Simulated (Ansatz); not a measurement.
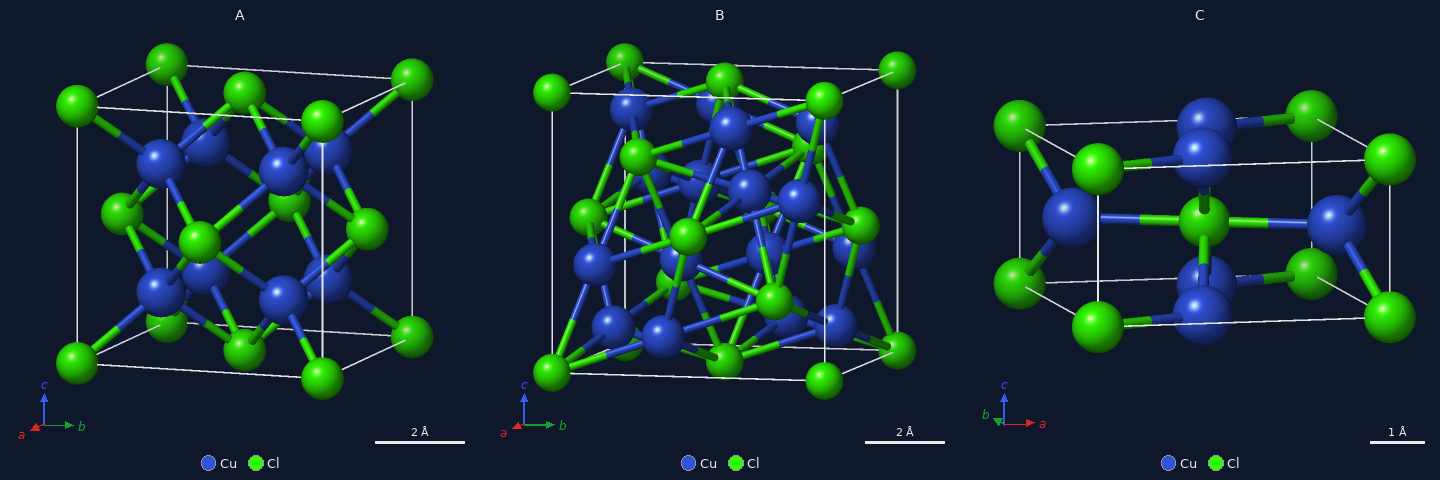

Three structures of Cu2Cl, each relaxed to rest (conventional cells in solid outline, small ones repeated, each panel with its own scale). Method: Ansatz, DFT PBE, scalar-relativistic, plane waves, PAW, without spin polarisation.

Question: What are the structures shown?

Answer: A: antifluorite, Fm-3m; B: cubic Laves phase (C15, MgCu₂ type), Fd-3m; C: 6 atoms a cell on a primitive orthorhombic lattice, Pnnm.

Question: Rank them by energy, lowest first.

Answer: B, then C (+36 meV/atom) and A (+154 meV/atom), energies at zero smearing.

Question: Collect the results in a table.

Answer:
| panel | structure | E − E(lowest) (meV/atom) | volume (Å³/atom) | gap (eV) |
| --- | --- | --- | --- | --- |
| B | Fd-3m | 0 | 15.6 | metal |
| C | Pnnm | 36 | 16.9 | metal |
| A | Fm-3m | 154 | 17.4 | metal |

Some of these may be structure types tried for this composition rather than known phases, and the most stable form need not be among them. Gaps are taken on the k-mesh or band path of each run.
